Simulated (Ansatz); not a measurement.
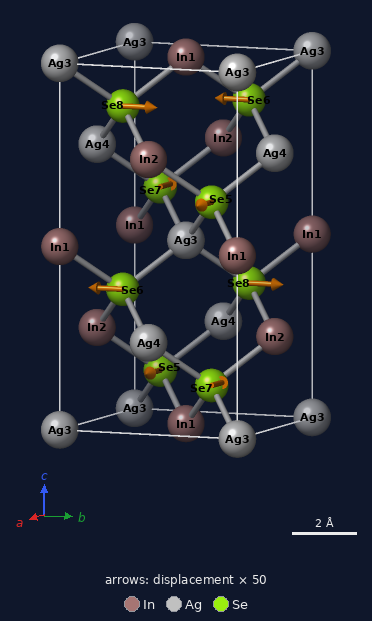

This is a relaxation of crystalline InAgSe2 (set up in I-42d). The starting structure is drawn; orange arrows show the displacements (the part carried along by the change of the cell is left out), magnified 50 times.

Style: ball-and-stick. Shown: the conventional cell (2 times the calculation's cell), slightly off an axis. Lengths and directions refer to the drawn axes.

Level of theory: DFT PBE, scalar-relativistic, plane waves, PAW in Ansatz. Set-up: plane-wave cutoff 420 eV; k-point mesh 8 × 8 × 8; occupations gaussian; smearing width 0.01 eV; no spin polarisation; cell and atoms relaxed; force threshold 0.005 eV/Å; at most 80 steps.

Atoms of which element are displaced furthest, and by how much?

Answer. Selenium: up to 0.024 Å, against 0.000 Å for silver.

What happened in the run?

Answer. The largest moves relative to the cell, 0.024 Å, are those of Se5, Se6, Se7 and Se8. Se6 goes along −b. Ag and In stay in place. The drawn cell changes as follows: a = b 6.090 → 6.196 Å (+1.7 %), c 11.670 → 12.067 Å (+3.4 %); the volume changes by +7.0 %. Some distances before and after: Ag3–Se5 2.601 → 2.674 Å, In1–Se5 2.601 → 2.646 Å. The space group stays I-42d (No. 122). Over 3 accepted moves (4 points after the start) the energy falls by 0.161 eV per cell of the calculation. Largest force component: 0.058 eV/Å at the start, 0.0021 eV/Å at the end. Pressure: 3.54 GPa at the start and −0.01 GPa at the end. The SCF was repeated once at an unchanged geometry on a basis and grid sized afresh for the cell, which shifted the energy by 2.6 meV per cell of the calculation at most. Cost: 4.4 min on 2 threads of Arm Neoverse V2 (shared host), peak memory 1 GiB.
